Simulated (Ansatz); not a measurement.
# Two runs on GaN

System: GaN (I4/mmm, 2 atoms in the cell).
Method of run A: DFT, PBE, plane waves, PAW, no spin polarisation (Ansatz 0.2.0).

The structure was built on a prototype by a generator. The geometry comes from this level: r2SCAN (a point of a series of strains). Text and figures count atoms from 1; the logs count them from 0 in places.

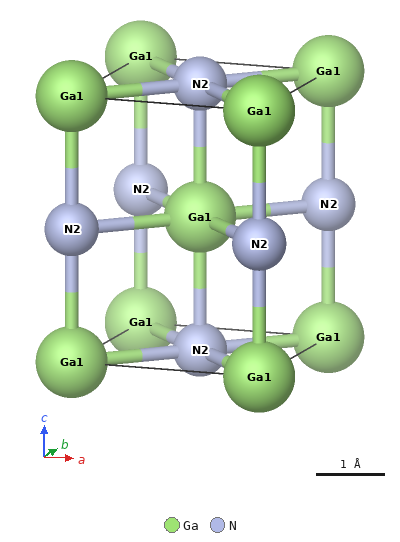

**Figure 1.** The structure as given in the input (ball-and-stick view of the cell 2 times as large as that of the calculation, set on its symmetry axes, seen slightly off an axis; atoms are numbered from 1 in the order of the input). Near neighbours in the crystal (not all of them lie inside the picture): Ga has 6 N at 2.03 to 2.11 Å; N has 6 Ga at 2.03 to 2.11 Å.

**The input, run A**
```yaml
crystal:
  lattice:
    - [0.0, 2.1085152339, 2.1085152339]
    - [2.0294459126, 0.0, 2.1085152339]
    - [2.0294459126, 2.1085152339, 0.0]
  atoms:
    - { symbol: Ga, position: [0.0, 0.0, 0.0] }
    - { symbol: "N", position: [0.5, 0.5, 0.5] }
kpoints:
  mp_grid: { grid: [10, 10, 10] }
  band_path:
    path:
      - [0.0, 0.0, 0.0]
      - [0.5, 0.0, 0.5]
      - [0.625, 0.25, 0.625]
      - [0.375, 0.375, 0.75]
      - [0.5, 0.5, 0.5]
      - [0.5, 0.25, 0.75]
      - [0.1875, 0.1875, 0.375]
    npoints: 1
hamiltonian:
  xc: pbe
scf:
  occupations: { method: fermi_dirac, width: 0.02 }
  n_extra_bands: 4
output:
  forces: true
  stress: true
  eigenvalues: true
```

Command:
```bash
ansatz run input.yaml --threads 4 --pin off --max-ram 3686MiB --backend cpu --events-out ev --progress --plain --runs-dir out
```

Hardware: 4 threads of an x86-64 CPU, shared host.

**Output, shortened to warnings, some set-up lines, iterations and results (run A)**
```
Basis set: ecut = 420 eV, 339 PW (Γ), exchange–correlation on 40×40×40 points (8 copies of the dense FFT grid, shifted against one another)
Symmetry: 16 space group operations
k-points: 102 of 1000
Initial density: superposition of atomic densities (neutral atoms: chi_scale 0, normalization atom), corrected by the library's trained network
[...]
SCF iter   1: F=—  HF=-4166.873162 eV  |F-HF|=—  |Δ(HF+E_count)|=         —  Δρ=2.38e-3  dr2=4.96e-4  ethr=1.77e-3  ⟨swp⟩=4.7  Hψ=7008  notcnv=0
SCF iter   2: F=—  HF=-4166.873106 eV  |F-HF|=—  |Δ(HF+E_count)|=   5.57e-5  Δρ=1.23e-3  dr2=1.14e-4  ethr=2.76e-6  ⟨swp⟩=2.0  Hψ=2959  notcnv=0
SCF iter   3: F=—  HF=-4166.873155 eV  |F-HF|=—  |Δ(HF+E_count)|=   4.93e-5  Δρ=1.19e-4  dr2=1.72e-6  ethr=6.36e-7  ⟨swp⟩=2.5  Hψ=1963  notcnv=0
SCF iter   4: F=—  HF=-4166.873148 eV  |F-HF|=—  |Δ(HF+E_count)|=   7.11e-6  Δρ=4.49e-5  dr2=1.41e-7  ethr=9.54e-9  ⟨swp⟩=2.0  Hψ=2217  notcnv=0
SCF iter   5: F=-4166.873148 eV  HF=-4166.873148 eV  |F-HF|=3.91e-9  |Δ(HF+E_count)|=   1.77e-7  Δρ=1.07e-5  dr2=9.75e-9  ethr=7.85e-10  ⟨swp⟩=2.0  Hψ=2193  notcnv=0
SCF iter   6: F=-4166.873148 eV  HF=-4166.873148 eV  |F-HF|=1.44e-10  |Δ(HF+E_count)|=   4.67e-9  Δρ=2.47e-6  dr2=5.31e-10  ethr=5.42e-11  ⟨swp⟩=2.2  Hψ=4064  notcnv=0
SCF 1 converged in 6 iterations: F = -4166.873148 eV  dr2 = 5.31e-10
NSCF: frozen V_eff on 7 k-points
SCF converged after 6 iterations
Free energy (F): -4166.873148 eV
Harris-Foulkes:  -4166.873148 eV  (|F-HF|=1.44e-10)
Internal energy: -4166.873148 eV  (E = F + TS)
E sigma→0 (E₀):  -4166.873148 eV
Fermi energy:    14.346292 eV
--- Per-component energies (eV) ---
  E_band       = 60.920726
  E_kinetic    = 250.548602
  E_local      = -1629.998499  (includes V_loc(G=0)·N_el)
  E_nonlocal   = 477.566560
  E_hartree    = 770.896616
  E_xc         = -129.361325
  E_vxc        = -135.151281  (∫ρ·V_xc dr)
  E_paw        = -2124.123846  (= ΣΔE_a)
  E_vpaw       = -443.838165  (= ΣTr[D̂ρ^β])
  E_aug_tail   = -0.000085  (compensation charges beyond the density's cutoff)
  E_ewald      = -1782.401171
  E_smearing   = -0.000000  (= −TS)
  E_closure    = 0.000000  (closes the sum)
  Σ components = -4166.873148   (vs F -4166.873148, Δ=0.00e0)
--- Forces (eV/Å), atoms counted from 1 ---
  atom   1  Ga     0.00000000     0.00000000     0.00000000
  atom   2  N      0.00000000    -0.00000000     0.00000000
  max |Σ_I F_I| component: 2.47e-30 eV/Å
--- Stress (GPa, compression-positive) ---
       26.028401       0.000000       0.000000
        0.000000      15.729518       0.000000
        0.000000      -0.000000      15.729518
  P = ⅓ Tr σ = 19.1625 GPa (191.625 kbar)
```

For run B the input was changed thus:
```diff
-  xc: pbe
+  xc: r2scan
-  occupations: { method: fermi_dirac, width: 0.02 }
+  occupations: { method: fixed }
```

How does run B compare with run A?

The total energies belong to different methods, so their difference says nothing on which is more stable or more accurate. The gap on the mesh goes from 0.62 to 1.19 eV. The pressure goes from 19.16 to 10.81 GPa. The functional changes from PBE to r2SCAN. The SCF takes 8 iterations against 6. The default cutoff goes from 420 to 500 eV with the change. The plane waves at Γ go from 339 to 475.

**Output, shortened to warnings, some set-up lines, iterations and results (run B)**
```
Basis set: ecut = 500 eV, 475 PW (Γ), exchange–correlation on 96×96×96 points (64 copies of the dense FFT grid, shifted against one another)
Symmetry: 16 space group operations
k-points: 102 of 1000
Initial density: superposition of atomic densities (neutral atoms: chi_scale 0, normalization atom), corrected by the library's trained network
[...]
SCF iter   1: F=—  HF=-4175.339957 eV  |F-HF|=—  |Δ(HF+E_count)|=         —  Δρ=1.64e-2  dr2=1.65e-2  dr2_τ=1.06e-1  ethr=1.77e-3  ⟨swp⟩=4.1  Hψ=6080  notcnv=0  defer=132
SCF iter   2: F=—  HF=-4175.402092 eV  |F-HF|=—  |Δ(HF+E_count)|=   6.21e-2  Δρ=7.05e-3  dr2=5.12e-3  dr2_τ=1.18e-4  ethr=9.16e-5  ⟨swp⟩=2.4  Hψ=3320  notcnv=0  defer=200
SCF iter   3: F=—  HF=-4175.402290 eV  |F-HF|=—  |Δ(HF+E_count)|=   1.98e-4  Δρ=4.24e-3  dr2=1.14e-3  dr2_τ=1.35e-4  ethr=2.85e-5  ⟨swp⟩=2.8  Hψ=2381  notcnv=0  defer=203
SCF iter   4: F=—  HF=-4175.402265 eV  |F-HF|=—  |Δ(HF+E_count)|=   2.51e-5  Δρ=8.76e-4  dr2=8.60e-5  dr2_τ=2.98e-5  ethr=6.33e-6  ⟨swp⟩=2.5  Hψ=2157  notcnv=0  defer=203
SCF iter   5: F=—  HF=-4175.402261 eV  |F-HF|=—  |Δ(HF+E_count)|=   4.16e-6  Δρ=1.72e-4  dr2=5.06e-6  dr2_τ=3.29e-7  ethr=4.78e-7  ⟨swp⟩=2.2  Hψ=2146  notcnv=0  defer=14
SCF iter   6: F=—  HF=-4175.402260 eV  |F-HF|=—  |Δ(HF+E_count)|=   7.61e-7  Δρ=1.17e-4  dr2=2.39e-6  dr2_τ=1.68e-7  ethr=2.81e-8  ⟨swp⟩=2.0  Hψ=2148  notcnv=0  defer=3
SCF iter   7: F=—  HF=-4175.402260 eV  |F-HF|=—  |Δ(HF+E_count)|=   3.96e-7  Δρ=6.11e-5  dr2=6.62e-7  dr2_τ=7.35e-9  ethr=1.33e-8  ⟨swp⟩=1.0  Hψ=1329  notcnv=0  defer=3
SCF iter   8: F=-4175.402260 eV  HF=-4175.402260 eV  |F-HF|=3.16e-8  |Δ(HF+E_count)|=   1.38e-7  Δρ=1.63e-5  dr2=4.82e-8  dr2_τ=5.93e-10  ethr=5.56e-10  ⟨swp⟩=5.0  Hψ=6524  …
SCF 1 converged in 8 iterations: F = -4175.402260 eV  dr2 = 4.82e-8
NSCF: frozen V_eff on 7 k-points
SCF converged after 8 iterations
Free energy (F): -4175.402260 eV
Harris-Foulkes:  -4175.402260 eV  (|F-HF|=3.16e-8)
Internal energy: -4175.402260 eV  (E = F + TS)
E sigma→0 (E₀):  -4175.402260 eV
Fermi energy:    13.753103 eV
--- Per-component energies (eV) ---
  E_band       = 50.095564
  E_kinetic    = 250.477864
  E_local      = -1633.720599  (includes V_loc(G=0)·N_el)
  E_nonlocal   = 479.959946
  E_hartree    = 774.783154
  E_xc         = -122.282487
  E_vxc        = -144.082197  (∫ρ·V_xc dr)
  E_paw        = -2141.536317  (= ΣΔE_a)
  E_vpaw       = -459.698220  (= ΣTr[D̂ρ^β])
  E_aug_tail   = -0.000016  (compensation charges beyond the density's cutoff)
  E_vtau       = 7.594529  (kinetic-family band-sum trace: ∫τ·v_τ [+ j·A + Jᵃ·Aᵃ] dr)
  E_ewald      = -1782.401171
  E_core_change = -0.682634  (= ΣΔE_core)
  E_smearing   = -0.000000  (= −TS)
  E_closure    = -0.000000  (closes the sum)
  Σ components = -4175.402260   (vs F -4175.402260, Δ=0.00e0)
--- Forces (eV/Å), atoms counted from 1 ---
  atom   1  Ga     0.00000000     0.00000000     0.00000000
  atom   2  N      0.00000000     0.00000000    -0.00000000
  max |Σ_I F_I| component: 1.53e-30 eV/Å
--- Stress (GPa, compression-positive) ---
       17.264478       0.000000      -0.000000
        0.000000       7.577906      -0.000000
       -0.000000       0.000000       7.577906
  P = ⅓ Tr σ = 10.8068 GPa (108.068 kbar)
```

**The two runs side by side**

| quantity | run A | run B |
| --- | --- | --- |
| outcome | converged | converged |
| free energy per atom (eV) | −2083.4366 | −2087.7011 |
| gap on the mesh (eV) | 0.62 | 1.19 |
| pressure (GPa) | 19.16 | 10.81 |
| largest force (eV/Å) | 0.000 | 0.000 |
| SCF iterations | 6 | 8 |
| irreducible k-points | 102 | 102 |
| plane waves at Γ | 339 | 475 |
| wall time (shared host) | 0.62 s | 1.2 s |

For run A: The cell is under a pressure of 19.2 GPa at this level, so it is not at its equilibrium volume.
